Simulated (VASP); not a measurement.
# Band edges against the vacuum: GaP(110), part 2 of 3

Aim: ionisation energy and electron affinity of GaP(110), from a slab and a bulk run lined up through core potentials.

VASP 6.6.1; r2SCAN; plane waves and PAW (Ga, P).

So far, gap on the k-mesh (eV): step 3 (band edges of the bulk) 1.90.

### Step 4. Surface relaxation

System of this step: GaP(110). The cell holds 18 atoms: 9 Ga and 9 P. Cell: a = 3.866 Å, b = 5.467 Å, c = 31.463 Å, α = 90.0°, β = 90.0°, γ = 90.0°. It derives from GaP. 9 layers, cut at this functional's lattice. Vacuum lies along c.

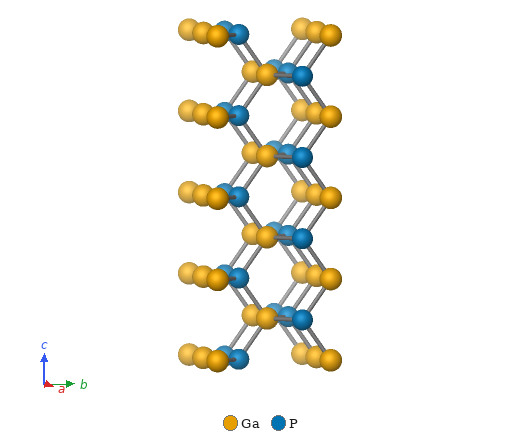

The cell of this step (gallium orange, phosphorus blue). 2×1×1 cells are drawn. Some periodic images of atoms are drawn too.

All atoms relax at the fixed cell.

Contents of INCAR:

```
SYSTEM = GaP
PREC = Normal
ENCUT = 320
EDIFF = 1E-05
NELM = 120
ISMEAR = 0
SIGMA = 0.03
LREAL = Auto
ALGO = Normal
METAGGA = R2SCAN
LASPH = .TRUE.
NBANDS = 54
LORBIT = 11
LWAVE = .FALSE.
LCHARG = .FALSE.
KPAR = 2
NCORE = 2
IBRION = 2
NSW = 60
ISIF = 2
EDIFFG = -0.03
POTIM = 0.4
MAXMIX = 40
IDIPOL = 3
LDIPOL = .TRUE.
DIPOL = 0.5 0.5 0.5
```

Contents of POSCAR:

```
GaP
1.0
    3.8657018855      0.0000000000      0.0000000000
    0.0000000000      5.4669280346      0.0000000000
    0.0000000000      0.0000000000     31.4628075421
Ga P
9 9
Direct
    0.0000000000      0.0000000000      0.2542684700
    0.5000000000      0.5000000000      0.3157013500
    0.0000000000      0.0000000000      0.3771342400
    0.5000000000      0.5000000000      0.4385671200
    0.0000000000      0.0000000000      0.5000000000
    0.5000000000      0.5000000000      0.5614328800
    0.0000000000      0.0000000000      0.6228657600
    0.5000000000      0.5000000000      0.6842986500
    0.0000000000      0.0000000000      0.7457315300
    0.0000000000      0.7500000000      0.3157013500
    0.5000000000      0.2500000000      0.2542684700
    0.0000000000      0.7500000000      0.4385671200
    0.5000000000      0.2500000000      0.3771342400
    0.0000000000      0.7500000000      0.5614328800
    0.5000000000      0.2500000000      0.5000000000
    0.0000000000      0.7500000000      0.6842986500
    0.5000000000      0.2500000000      0.6228657600
    0.5000000000      0.2500000000      0.7457315300
```

Contents of KPOINTS:

```
Automatic mesh
0
Gamma
6 5 1
0 0 0
```

Potentials, in the order of the species: Ga and P (PBE family, release 64).

Started as:

```console
$ mpirun -np 4 vasp_std
```

Log:

```text
[banner, memory and clock lines left out]
running    4 mpi-ranks, on    1 nodes
 distrk:  each k-point on    2 cores,    2 groups
 distr:  one band on    2 cores,    1 groups

 POSCAR found type information on POSCAR GaP
 POSCAR found :  2 types and      18 ions
 [... a notice as in an earlier step ...]

 LDA part: xc-table for (None), standard interpolation
 POSCAR, INCAR and KPOINTS ok, starting setup
 FFT: planning ... GRIDC
 FFT: planning ... GRID_SOFT
 FFT: planning ... GRID
 WAVECAR not read
 entering main loop
       N       E                     dE             d eps       ncg     rms          rms(c)
DAV:   1     0.177015231430E+03    0.17702E+03   -0.19631E+04  1296   0.712E+02
DAV:   2    -0.166635089923E+03   -0.34365E+03   -0.33104E+03  1728   0.159E+02
DAV:   3    -0.199285139401E+03   -0.32650E+02   -0.32219E+02  1560   0.506E+01
DAV:   4    -0.200497630297E+03   -0.12125E+01   -0.12089E+01  1816   0.110E+01
DAV:   5    -0.200534739840E+03   -0.37110E-01   -0.37084E-01  1746   0.184E+00    0.161E+01
DAV:   6    -0.189184926075E+03    0.11350E+02   -0.43809E+00  1514   0.636E+00    0.112E+01
DAV:   7    -0.189167116065E+03    0.17810E-01   -0.39506E+00  1616   0.508E+00    0.226E+00
DAV:   8    -0.189059769566E+03    0.10735E+00   -0.73589E-01  1516   0.240E+00    0.135E+00
DAV:   9    -0.189068352411E+03   -0.85828E-02   -0.60114E-02  1528   0.773E-01    0.309E-01
DAV:  10    -0.189068767126E+03   -0.41471E-03   -0.35610E-03  1650   0.201E-01    0.201E-01
DAV:  11    -0.189072521399E+03   -0.37543E-02   -0.35432E-03  1500   0.179E-01    0.729E-02
DAV:  12    -0.189073704508E+03   -0.11831E-02   -0.41381E-04  1616   0.637E-02    0.544E-02
DAV:  13    -0.189075147377E+03   -0.14429E-02   -0.50031E-04  1562   0.665E-02    0.285E-02
DAV:  14    -0.189075917682E+03   -0.77030E-03   -0.20120E-04  1612   0.400E-02    0.340E-02
DAV:  15    -0.189076427685E+03   -0.51000E-03   -0.60597E-05  1506   0.222E-02    0.144E-02
DAV:  16    -0.189076792964E+03   -0.36528E-03   -0.94335E-05  1550   0.243E-02    0.731E-03
DAV:  17    -0.189076904725E+03   -0.11176E-03   -0.18898E-05  1306   0.139E-02    0.740E-03
DAV:  18    -0.189076995572E+03   -0.90847E-04   -0.22252E-05  1230   0.166E-02    0.252E-03
DAV:  19    -0.189077034214E+03   -0.38642E-04   -0.60328E-06  1226   0.904E-03    0.241E-03
DAV:  20    -0.189077085336E+03   -0.51122E-04   -0.55353E-06  1170   0.865E-03    0.195E-03
DAV:  21    -0.189077104796E+03   -0.19460E-04   -0.18343E-06  1164   0.546E-03    0.154E-03
DAV:  22    -0.189077120273E+03   -0.15476E-04   -0.13691E-06  1038   0.514E-03    0.111E-03
DAV:  23    -0.189077135461E+03   -0.15188E-04   -0.15258E-06  1172   0.498E-03    0.448E-04
DAV:  24    -0.189077136641E+03   -0.11802E-05   -0.21330E-07   904   0.219E-03
   1 F= -.18907714E+03 E0= -.18907714E+03  d E =-.189077E+03
 curvature:   0.00 expect dE= 0.000E+00 dE for cont linesearch  0.000E+00
 trial: gam= 0.00000 g(F)=  0.648E+00 g(S)=  0.000E+00 ort = 0.000E+00 (trialstep = 0.100E+01)
 search vector abs. value=  0.648E+00
 bond charge predicted
       N       E                     dE             d eps       ncg     rms          rms(c)
DAV:   1    -0.189564558294E+03   -0.48742E+00   -0.63231E+00  1438   0.705E+00    0.135E+00
DAV:   2    -0.189608563682E+03   -0.44005E-01   -0.42763E-01  1630   0.203E+00    0.787E-01
DAV:   3    -0.189607712607E+03    0.85108E-03   -0.20775E-02  1558   0.499E-01    0.420E-01
DAV:   4    -0.189608830517E+03   -0.11179E-02   -0.76427E-03  1480   0.284E-01    0.262E-01
DAV:   5    -0.189608973649E+03   -0.14313E-03   -0.14470E-03  1620   0.122E-01    0.334E-01
DAV:   6    -0.189609181684E+03   -0.20804E-03   -0.10810E-03  1436   0.123E-01    0.645E-02
DAV:   7    -0.189609321304E+03   -0.13962E-03   -0.38004E-04  1546   0.643E-02    0.258E-02
DAV:   8    -0.189609375613E+03   -0.54309E-04   -0.54622E-05  1468   0.268E-02    0.335E-02
DAV:   9    -0.189609386504E+03   -0.10891E-04   -0.19139E-05  1242   0.229E-02    0.638E-03
DAV:  10    -0.189609387115E+03   -0.61105E-06   -0.62482E-06  1040   0.104E-02
   2 F= -.18960939E+03 E0= -.18960939E+03  d E =-.532250E+00
[... from here on, the cycles between the ionic steps are left out ...]
   3 F= -.19000070E+03 E0= -.19000070E+03  d E =-.923559E+00
   4 F= -.19030438E+03 E0= -.19030438E+03  d E =-.303685E+00
   5 F= -.19047196E+03 E0= -.19047196E+03  d E =-.471264E+00
   6 F= -.19047350E+03 E0= -.19047350E+03  d E =-.472803E+00
   7 F= -.19052221E+03 E0= -.19052221E+03  d E =-.487083E-01
   8 F= -.19052335E+03 E0= -.19052335E+03  d E =-.498502E-01
   9 F= -.19054028E+03 E0= -.19054028E+03  d E =-.169344E-01
  10 F= -.19054662E+03 E0= -.19054662E+03  d E =-.232696E-01
  11 F= -.19055673E+03 E0= -.19055673E+03  d E =-.101147E-01
  12 F= -.19055743E+03 E0= -.19055743E+03  d E =-.108064E-01
  13 F= -.19056141E+03 E0= -.19056141E+03  d E =-.398059E-02
  14 F= -.19056151E+03 E0= -.19056151E+03  d E =-.408430E-02
  15 F= -.19056486E+03 E0= -.19056486E+03  d E =-.335525E-02
  16 F= -.19056544E+03 E0= -.19056544E+03  d E =-.393402E-02
  17 F= -.19056768E+03 E0= -.19056768E+03  d E =-.224012E-02
  18 F= -.19056802E+03 E0= -.19056802E+03  d E =-.257166E-02
  19 F= -.19056814E+03 E0= -.19056814E+03  d E =-.270049E-02
  20 F= -.19056886E+03 E0= -.19056886E+03  d E =-.713187E-03
 trial-energy change:   -0.000713  1 .order   -0.000677   -0.001522    0.000169
 step:   1.5985(harm=  1.5985)  dis= 0.00295  next Energy=  -190.568829 (dE=-0.685E-03)
 bond charge predicted
       N       E                     dE             d eps       ncg     rms          rms(c)
DAV:   1    -0.190568859406E+03   -0.12268E-04   -0.69168E-04  1452   0.802E-02    0.307E-02
DAV:   2    -0.190568869330E+03   -0.99236E-05   -0.52448E-05  1572   0.249E-02
  21 F= -.19056887E+03 E0= -.19056887E+03  d E =-.725409E-03
 curvature:  -1.66 expect dE=-0.447E-03 dE for cont linesearch -0.201E-06
 trial: gam= 0.22145 g(F)=  0.269E-03 g(S)=  0.000E+00 ort = 0.147E-04 (trialstep = 0.174E+01)
 search vector abs. value=  0.363E-03
 reached required accuracy - stopping structural energy minimisation
```

The job ended after 12 min (4 MPI ranks of AMD EPYC 9R45, shared host; peak memory 0.86 GiB).

OUTCAR, selected parts (step 4):

```text
  LATTYP: Found a simple orthorhombic cell.
 ALAT       =     3.8657018855
 B/A-ratio  =     1.4142135624
 C/A-ratio  =     8.1389637572

 Subroutine GETGRP returns: Found  4 space group operations
 (whereof  4 operations were pure point group operations)

The static configuration has the point symmetry C_2v.

 Found     12 irreducible k-points:

   k-points           NKPTS =     12   k-points in BZ     NKDIM =     12   number of bands    NBANDS=     54

   dimension x,y,z NGX =    18 NGY =   24 NGZ =  140
   dimension x,y,z NGXF=    36 NGYF=   48 NGZF=  280

   ENCUT  =  320.0 eV  23.52 Ry    4.85 a.u.   5.64  7.97 45.89*2*pi/ulx,y,z

   NELECT =      72.0000    total number of electrons

 dipolmoment           0.000000      0.000000     -0.000000 electrons x Angstroem

 E-fermi :  -0.6642

 k-point     1 :       0.0000    0.0000    0.0000
  band No.  band energies     occupation
    ...
     32      -1.1567      2.00000
     33      -1.0577      2.00000
     34      -0.9720      2.00000
     35      -0.9264      2.00000
     36      -0.8248      2.00000
     37       1.2293      0.00000
     38       1.3867      0.00000
     39       1.3962      0.00000
     40       1.7001      0.00000
     41       1.7635      0.00000
    ...

 k-point     2 :       0.1667    0.0000    0.0000
  band No.  band energies     occupation
    ...
     32      -2.0687      2.00000
     33      -1.7768      2.00000
     34      -1.6828      2.00000
     35      -1.3843      2.00000
     36      -1.1577      2.00000
     37       1.5531      0.00000
     38       1.8633      0.00000
     39       2.1953      0.00000
     40       2.3283      0.00000
     41       2.4991      0.00000
    ...

  Total       -2.6782237     -1.3216761     -0.6857866      0.0000000      0.0000000      0.0000000
  in kB       -6.4533949     -3.1846846     -1.6524579      0.0000000      0.0000000      0.0000000
  external PRESSURE =      -3.7635124 kB  Pullay stress =       0.0000000 kB

  energy-cutoff  :      320.00
  volume of cell :      664.92
      direct lattice vectors                 reciprocal lattice vectors
     3.865701886  0.000000000  0.000000000     0.258685235  0.000000000  0.000000000
     0.000000000  5.466928035  0.000000000     0.000000000  0.182918084  0.000000000
     0.000000000  0.000000000 31.462807542     0.000000000  0.000000000  0.031783559

 POSITION                                       TOTAL-FORCE (eV/Angst)
 -----------------------------------------------------------------------------------
      0.00000      0.32016      8.41117         0.000000      0.015392     -0.022307
      1.93285      2.65757      9.83946         0.000000      0.023621      0.014937
      0.00000      5.41409     11.88318        -0.000000      0.001469      0.002944
      1.93285      2.67572     13.78223         0.000000     -0.011966      0.009085
      0.00000      5.41944     15.73140         0.000000     -0.008975      0.000000
      1.93285      2.67572     17.68058         0.000000     -0.011966     -0.009085
      0.00000      5.41409     19.57963         0.000000      0.001469     -0.002944
      1.93285      2.65757     21.62335        -0.000000      0.023621     -0.014937
      0.00000      0.32016     23.05163         0.000000      0.015392      0.022307
      0.00000      4.02941      9.93877         0.000000     -0.000551     -0.008153
      1.93285      1.45010      7.79007         0.000000     -0.010664      0.021684
      0.00000      4.04314     13.80417         0.000000      0.001561      0.000592
      1.93285      1.32541     11.83738         0.000000     -0.026848     -0.003518
      0.00000      4.04314     17.65864         0.000000      0.001561     -0.000592
      1.93285      1.31842     15.73140         0.000000      0.024946      0.000000
      0.00000      4.02941     21.52404         0.000000     -0.000551      0.008153
      1.93285      1.32541     19.62543         0.000000     -0.026848      0.003518
      1.93285      1.45010     23.67273         0.000000     -0.010664     -0.021684
 -----------------------------------------------------------------------------------
    total drift:                               -0.000000      0.167494      0.000001

  FREE ENERGIE OF THE ION-ELECTRON SYSTEM (eV)
  ---------------------------------------------------
  free  energy   TOTEN  =      -190.5688693301 eV

  energy  without entropy=     -190.5688693301  energy(sigma->0) =     -190.56886933

 vacuum level on the upper side and lower side of the slab         4.706         4.706

 total charge
# of ion       s       p       d       tot
------------------------------------------
    1        1.133   1.127   0.144   2.404
    2        1.062   1.265   0.177   2.505
    3        1.066   1.286   0.175   2.527
    4        1.066   1.291   0.177   2.534
    5        1.066   1.296   0.178   2.540
    6        1.066   1.291   0.177   2.534
    7        1.066   1.286   0.175   2.527
    8        1.062   1.265   0.177   2.505
    9        1.133   1.127   0.144   2.404
   10        1.015   1.535   0.000   2.550
   11        1.055   1.451   0.000   2.506
   12        1.011   1.539   0.000   2.550
   13        1.013   1.531   0.000   2.543
   14        1.011   1.539   0.000   2.550
   15        1.011   1.536   0.000   2.548
   16        1.015   1.535   0.000   2.550
   17        1.013   1.531   0.000   2.543
   18        1.055   1.451   0.000   2.506
--------------------------------------------------
tot         18.923  24.880   1.525  45.328

[... 1 part as in an earlier step ...]

[... 7 further parts left out ...]
```

The run keeps the 4 symmetry operations of its start, so it cannot find a distortion of lower symmetry.

Relaxation path:

| step | energy less that of the first step (eV) | largest force (eV/Å) |
| --- | --- | --- |
| 1 | 0.0000 | 2.1909 |
| 2 | -0.5323 | 1.6327 |
| 3 | -0.9236 | 0.9776 |
| 4 | -1.2272 | 0.6837 |
| 5 | -1.3948 | 0.4766 |
| 6 | -1.3964 | 0.5354 |
| 7 | -1.4451 | 0.2289 |
| 8 | -1.4462 | 0.2049 |
| 9 | -1.4631 | 0.1743 |
| 10 | -1.4695 | 0.1400 |
| 11 | -1.4796 | 0.0932 |
| 12 | -1.4803 | 0.1140 |
| 13 | -1.4843 | 0.0913 |
| 14 | -1.4844 | 0.0989 |
| 15 | -1.4877 | 0.0820 |
| 16 | -1.4883 | 0.1182 |
| 17 | -1.4905 | 0.0625 |
| 18 | -1.4909 | 0.0493 |
| 19 | -1.4910 | 0.0561 |
| 20 | -1.4917 | 0.0332 |
| 21 | -1.4917 | 0.0279 |

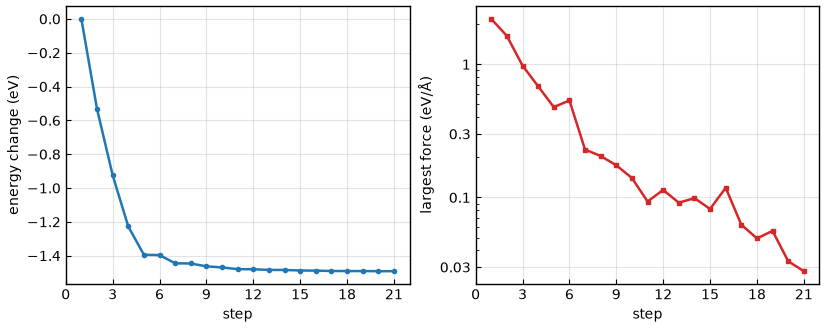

Energy and largest force along the relaxation.

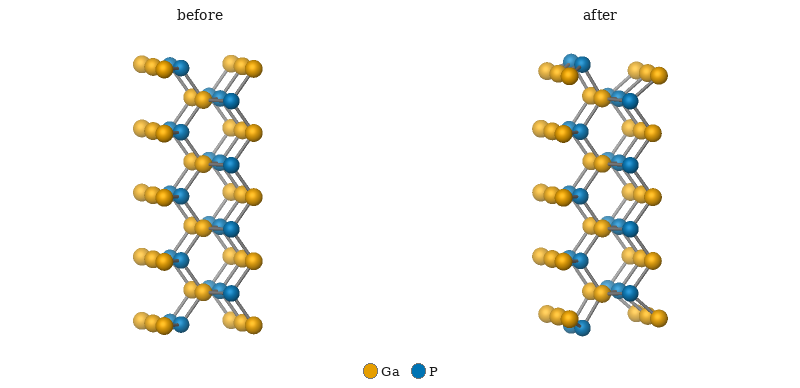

Before and after, at one scale.

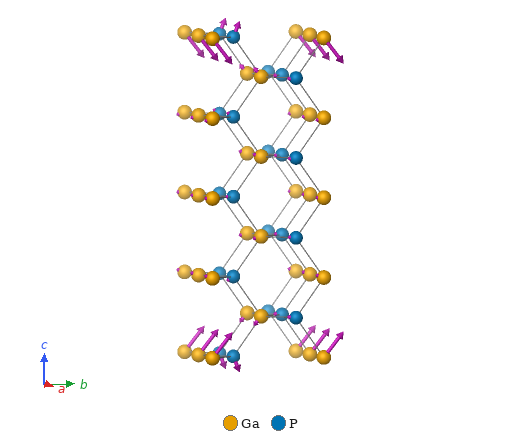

Displacements in the relaxation, exaggerated; the longest in the cell stands for 0.52 Å. 2×1×1 cells are drawn. Some periodic images of atoms are drawn too.

The atoms that moved most (Å):

| atom | dx | dy | dz | length |
| --- | --- | --- | --- | --- |
| Ga9 | 0.000 | 0.320 | -0.411 | 0.521 |
| Ga1 | 0.000 | 0.320 | 0.411 | 0.521 |
| P11 | 0.000 | 0.083 | -0.210 | 0.226 |
| P18 | 0.000 | 0.083 | 0.210 | 0.226 |
| Ga8 | 0.000 | -0.076 | 0.093 | 0.120 |
| Ga2 | 0.000 | -0.076 | -0.093 | 0.120 |
| P10 | 0.000 | -0.071 | 0.006 | 0.071 |
| P16 | 0.000 | -0.071 | -0.006 | 0.071 |

Final coordinates:

```xyz
18
Lattice="3.8657 0.0000 0.0000 0.0000 5.4669 0.0000 0.0000 0.0000 31.4628" Properties=species:S:1:pos:R:3
Ga    0.0000    0.3202    8.4112
Ga    1.9329    2.6576    9.8395
Ga    0.0000   -0.0528   11.8832
Ga    1.9329    2.6757   13.7822
Ga    0.0000   -0.0475   15.7314
Ga    1.9329    2.6757   17.6806
Ga    0.0000   -0.0528   19.5796
Ga    1.9329    2.6576   21.6233
Ga    0.0000    0.3202   23.0516
P     0.0000    4.0294    9.9388
P     1.9329    1.4501    7.7901
P     0.0000    4.0431   13.8042
P     1.9329    1.3254   11.8374
P     0.0000    4.0431   17.6586
P     1.9329    1.3184   15.7314
P     0.0000    4.0294   21.5240
P     1.9329    1.3254   19.6254
P     1.9329    1.4501   23.6727
```

Numbers from this step:

```yaml
electronic_steps: 147
electrons: 72
free_energy_toten: -190.5689 eV
fermi_energy: -0.6642 eV
dipole_moment: 0, 0, 0 e·Å
gap_on_the_k_mesh: 1.379 eV
least_direct_gap_on_the_k_mesh: 2.054 eV
```

The run ended after 21 ionic steps, 1.492 eV below its first step, once the forces on the free atoms met EDIFFG = -0.03.

(Continued in part 3 of 3.)

[Lines on the potential files, build, host, timing and source positions are cut from VASP's logs without a mark.]

[Logs are printed without paths, hosts, clocks, repeated set-up lines and the standing remarks that a program may print on its own settings, such as how far it seeks lower states.]

[Hosts, paths, dates, database ids (printed as entryN), source tags and the programs' standing remarks are cut or masked in the printed files.]

[Runs that stopped without an error message from VASP are left out.]
